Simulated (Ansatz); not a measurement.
## What a change does: band-structure calculation on GaN

System: GaN (R-3m, 2 atoms in the cell).
Method of the first run: DFT, r2SCAN, plane waves, PAW, no spin polarisation (Ansatz 0.2.0).

The structure was built on a prototype by a generator. The geometry comes from this level: r2SCAN (a point of a series of strains). Text and figures count atoms from 1; the logs count them from 0 in places.

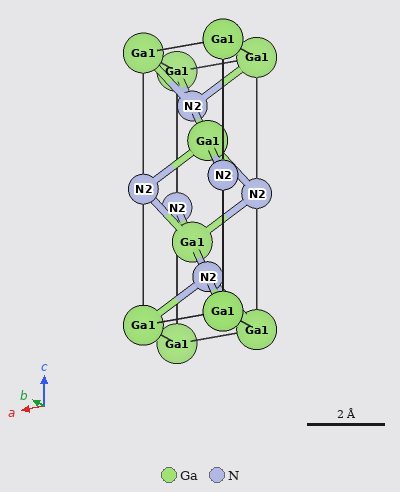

The structure as given in the input (ball-and-stick view of the cell 3 times as large as that of the calculation, set on its symmetry axes, seen at an oblique angle; atoms are numbered from 1 in the order of the input).

**The input, the first run**
```yaml
crystal:
  lattice:
    - [-0.0456476556, 2.1155804615, 2.1155804615]
    - [2.1155804615, -0.0456476556, 2.1155804615]
    - [2.1155804615, 2.1155804615, -0.0456476556]
  atoms:
    - { symbol: Ga, position: [0.0, 0.0, 0.0] }
    - { symbol: "N", position: [0.5, 0.5, 0.5] }
kpoints:
  mp_grid: { grid: [10, 10, 10] }
  band_path:
    path:
      - [0.0, 0.0, 0.0]
      - [0.5, 0.0, 0.5]
      - [0.625, 0.25, 0.625]
      - [0.375, 0.375, 0.75]
      - [0.5, 0.5, 0.5]
      - [0.5, 0.25, 0.75]
      - [0.0, 0.171875, -0.171875]
      - [0.0, 0.5, 0.5]
    npoints: 1
hamiltonian:
  xc: r2scan
scf:
  occupations: { method: fixed }
  n_extra_bands: 4
output:
  forces: true
  stress: true
  eigenvalues: true
```

Launched with:
```bash
ansatz run input.yaml --threads 2 --pin off --max-ram 2211MiB --backend cpu --events-out ev --progress --plain --runs-dir out
```

Hardware: 2 threads of an Arm (aarch64) CPU, shared host.

**Output, shortened to warnings, some set-up lines, iterations and results (the first run)**
```
Basis set: ecut = 500 eV, 525 PW (Γ), exchange–correlation on 96×96×96 points (64 copies of the dense FFT grid, shifted against one another)
Symmetry: 12 space group operations
k-points: 116 of 1000
Initial density: superposition of atomic densities (neutral atoms: chi_scale 0, normalization atom), corrected by the library's trained network
[...]
SCF iter   1: F=—  HF=-4175.345761 eV  |F-HF|=—  |Δ(HF+E_count)|=         —  Δρ=1.67e-2  dr2=2.04e-2  dr2_τ=8.17e-2  ethr=1.77e-3  ⟨swp⟩=4.1  Hψ=6883  notcnv=0  defer=160
SCF iter   2: F=—  HF=-4175.394381 eV  |F-HF|=—  |Δ(HF+E_count)|=   4.86e-2  Δρ=6.72e-3  dr2=4.23e-3  dr2_τ=7.92e-5  ethr=1.13e-4  ⟨swp⟩=2.2  Hψ=3740  notcnv=0  defer=228
SCF iter   3: F=—  HF=-4175.394975 eV  |F-HF|=—  |Δ(HF+E_count)|=   5.93e-4  Δρ=3.84e-3  dr2=1.09e-3  dr2_τ=9.54e-5  ethr=2.35e-5  ⟨swp⟩=2.0  Hψ=2581  notcnv=0  defer=229
SCF iter   4: F=—  HF=-4175.394897 eV  |F-HF|=—  |Δ(HF+E_count)|=   7.80e-5  Δρ=1.04e-3  dr2=1.92e-4  dr2_τ=4.90e-5  ethr=6.08e-6  ⟨swp⟩=2.3  Hψ=2566  notcnv=0  defer=229
SCF iter   5: F=—  HF=-4175.394858 eV  |F-HF|=—  |Δ(HF+E_count)|=   3.93e-5  Δρ=1.64e-4  dr2=5.16e-6  dr2_τ=3.28e-7  ethr=1.07e-6  ⟨swp⟩=2.1  Hψ=2176  notcnv=0  defer=167
SCF iter   6: F=—  HF=-4175.394856 eV  |F-HF|=—  |Δ(HF+E_count)|=   1.21e-6  Δρ=1.25e-4  dr2=3.24e-6  dr2_τ=2.12e-7  ethr=2.86e-8  ⟨swp⟩=2.0  Hψ=2480  notcnv=0
SCF iter   7: F=—  HF=-4175.394856 eV  |F-HF|=—  |Δ(HF+E_count)|=   5.68e-7  Δρ=6.55e-5  dr2=8.92e-7  dr2_τ=9.33e-9  ethr=1.80e-8  ⟨swp⟩=1.0  Hψ=1508  notcnv=0
SCF iter   8: F=-4175.394856 eV  HF=-4175.394856 eV  |F-HF|=3.66e-8  |Δ(HF+E_count)|=   1.91e-7  Δρ=1.60e-5  dr2=5.46e-8  dr2_τ=4.80e-10  ethr=5.56e-10  ⟨swp⟩=4.1  Hψ=7067  …
SCF 1 converged in 8 iterations: F = -4175.394856 eV  dr2 = 5.46e-8
NSCF: frozen V_eff on 8 k-points
SCF converged after 8 iterations
Free energy (F): -4175.394856 eV
Harris-Foulkes:  -4175.394856 eV  (|F-HF|=3.66e-8)
Internal energy: -4175.394856 eV  (E = F + TS)
E sigma→0 (E₀):  -4175.394856 eV
Fermi energy:    12.391440 eV
--- Per-component energies (eV) ---
  E_band       = 26.510714
  E_kinetic    = 246.535170
  E_local      = -1699.439873  (includes V_loc(G=0)·N_el)
  E_nonlocal   = 479.304311
  E_hartree    = 797.128052
  E_xc         = -120.893769
  E_vxc        = -142.156449  (∫ρ·V_xc dr)
  E_paw        = -2141.254621  (= ΣΔE_a)
  E_vpaw       = -459.518271  (= ΣTr[D̂ρ^β])
  E_aug_tail   = -0.000010  (compensation charges beyond the density's cutoff)
  E_vtau       = 7.531408  (kinetic-family band-sum trace: ∫τ·v_τ [+ j·A + Jᵃ·Aᵃ] dr)
  E_ewald      = -1736.091481
  E_core_change = -0.682634  (= ΣΔE_core)
  E_smearing   = -0.000000  (= −TS)
  E_closure    = -0.000000  (closes the sum)
  Σ components = -4175.394856   (vs F -4175.394856, Δ=0.00e0)
--- Forces (eV/Å), atoms counted from 1 ---
  atom   1  Ga     0.00000000     0.00000000    -0.00000000
  atom   2  N     -0.00000000    -0.00000000     0.00000000
  max |Σ_I F_I| component: 5.03e-30 eV/Å
--- Stress (GPa, compression-positive) ---
       -9.239428       4.609182       4.609182
        4.609182      -9.239428       4.609182
        4.609182       4.609182      -9.239428
  P = ⅓ Tr σ = -9.2394 GPa (-92.394 kbar)
```

For the second run the input was changed thus:
```diff
-  xc: r2scan
+  xc: pbe
-  occupations: { method: fixed }
+  occupations: { method: fermi_dirac, width: 0.02 }
```

How does the second run compare with the first run?

The total energies belong to different methods, so their difference says nothing on which is more stable or more accurate. The gap on the mesh goes from 0.82 to 0.27 eV. The pressure goes from −9.24 to −1.13 GPa. The functional changes from r2SCAN to PBE. The SCF takes 6 iterations against 8. The default cutoff goes from 500 to 420 eV with the change. The plane waves at Γ go from 525 to 381.

**Output, shortened to warnings, some set-up lines, iterations and results (the second run)**
```
Basis set: ecut = 420 eV, 381 PW (Γ), exchange–correlation on 48×48×48 points (8 copies of the dense FFT grid, shifted against one another)
Symmetry: 12 space group operations
k-points: 116 of 1000
Initial density: superposition of atomic densities (neutral atoms: chi_scale 0, normalization atom), corrected by the library's trained network
[...]
SCF iter   1: F=—  HF=-4166.945560 eV  |F-HF|=—  |Δ(HF+E_count)|=         —  Δρ=2.47e-3  dr2=4.22e-4  ethr=1.77e-3  ⟨swp⟩=4.6  Hψ=7848  notcnv=0
SCF iter   2: F=—  HF=-4166.945543 eV  |F-HF|=—  |Δ(HF+E_count)|=   1.72e-5  Δρ=1.23e-3  dr2=8.91e-5  ethr=2.34e-6  ⟨swp⟩=2.1  Hψ=3252  notcnv=0
SCF iter   3: F=—  HF=-4166.945593 eV  |F-HF|=—  |Δ(HF+E_count)|=   5.04e-5  Δρ=9.50e-5  dr2=6.59e-7  ethr=4.95e-7  ⟨swp⟩=2.0  Hψ=2431  notcnv=0
SCF iter   4: F=—  HF=-4166.945593 eV  |F-HF|=—  |Δ(HF+E_count)|=   1.16e-8  Δρ=3.01e-5  dr2=9.56e-8  ethr=3.66e-9  ⟨swp⟩=2.0  Hψ=2447  notcnv=0
SCF iter   5: F=-4166.945593 eV  HF=-4166.945593 eV  |F-HF|=2.05e-9  |Δ(HF+E_count)|=   8.91e-8  Δρ=8.62e-6  dr2=5.46e-9  ethr=5.31e-10  ⟨swp⟩=2.1  Hψ=2532  notcnv=0
SCF iter   6: F=-4166.945593 eV  HF=-4166.945593 eV  |F-HF|=8.37e-11  |Δ(HF+E_count)|=   3.13e-9  Δρ=1.02e-6  dr2=9.79e-11  ethr=3.04e-11  ⟨swp⟩=1.1  Hψ=4672  notcnv=0
SCF 1 converged in 6 iterations: F = -4166.945593 eV  dr2 = 9.79e-11
NSCF: frozen V_eff on 8 k-points
SCF converged after 6 iterations
Free energy (F): -4166.945593 eV
Harris-Foulkes:  -4166.945593 eV  (|F-HF|=8.37e-11)
Internal energy: -4166.945591 eV  (E = F + TS)
E sigma→0 (E₀):  -4166.945592 eV
Entropy (-TS):   -0.000002 eV (-0.001 meV/atom)
Fermi energy:    12.799399 eV
--- Per-component energies (eV) ---
  E_band       = 37.355684
  E_kinetic    = 246.687413
  E_local      = -1695.976482  (includes V_loc(G=0)·N_el)
  E_nonlocal   = 476.965027
  E_hartree    = 793.387231
  E_xc         = -128.058139
  E_vxc        = -133.393982  (∫ρ·V_xc dr)
  E_paw        = -2123.859110  (= ΣΔE_a)
  E_vpaw       = -443.700689  (= ΣTr[D̂ρ^β])
  E_aug_tail   = -0.000050  (compensation charges beyond the density's cutoff)
  E_ewald      = -1736.091481
  E_smearing   = -0.000002  (= −TS)
  E_closure    = 0.000000  (closes the sum)
  Σ components = -4166.945593   (vs F -4166.945593, Δ=0.00e0)
--- Forces (eV/Å), atoms counted from 1 ---
  atom   1  Ga     0.00000000    -0.00000000     0.00000000
  atom   2  N     -0.00000000     0.00000000    -0.00000000
  max |Σ_I F_I| component: 4.21e-30 eV/Å
--- Stress (GPa, compression-positive) ---
       -1.134574       4.222814       4.222814
        4.222814      -1.134574       4.222814
        4.222814       4.222814      -1.134574
  P = ⅓ Tr σ = -1.1346 GPa (-11.346 kbar)
```

**The two runs side by side**

| quantity | the first run | the second run |
| --- | --- | --- |
| outcome | converged | converged |
| free energy per atom (eV) | −2087.6974 | −2083.4728 |
| gap on the mesh (eV) | 0.82 | 0.27 |
| pressure (GPa) | −9.24 | −1.13 |
| largest force (eV/Å) | 0.000 | 0.000 |
| SCF iterations | 8 | 6 |
| irreducible k-points | 116 | 116 |
| plane waves at Γ | 525 | 381 |
| wall time (shared host) | 4.8 s | 2.1 s |

For the first run: The cell is under a tension of 9.2 GPa at this level, so it is not at its equilibrium volume.
